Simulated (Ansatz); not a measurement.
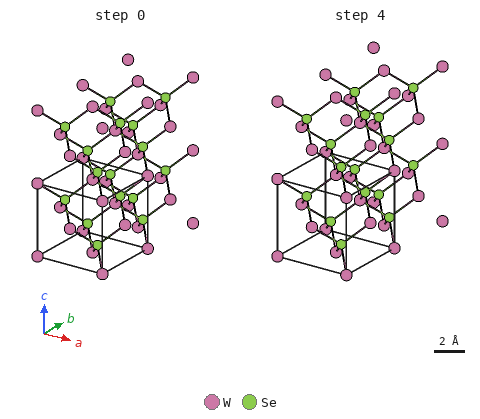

The structure of solid WSe (built on the zinc blende type) (coarse preliminary run) before (left) and after (right) a relaxation, at one scale.

The picture is a ball-and-stick view of the conventional cell (4 times the calculation's cell), repeated 1 × 2 × 2 with one cell outlined, seen from a free direction. Lengths and directions refer to the drawn axes.

All numbers below come from Ansatz 0.2.0, DFT PBE, scalar-relativistic, plane waves, PAW. Settings: plane-wave cutoff 420 eV; k-point mesh 6 × 6 × 6; occupations gaussian; smearing width 0.1 eV; collinear spin; cell and atoms relaxed; force threshold 0.05 eV/Å; at most 80 steps.

Question: What changed between the two?

Answer: No atom moves by more than 0.005 Å relative to the cell. The drawn cell changes as follows: a = b = c 5.356 → 5.684 Å (+6.1 %); the volume changes by +19.5 %. Near-neighbour distances that change, for instance: Se–W 2.319 → 2.461 Å. The space group stays F-43m (No. 216). After 3 accepted moves (4 points after the start) the energy has fallen by 0.539 eV per cell of the calculation. All forces vanish by symmetry, so only the cell relaxes. The pressure goes from 28.85 to −0.19 GPa. The SCF was repeated once at an unchanged geometry on a basis and grid sized afresh for the cell, which shifted the energy by 1.5 meV per cell of the calculation at most. The run took 44 s on 1 thread of Arm Neoverse V1, with other jobs on the host, peak memory 0.37 GiB.
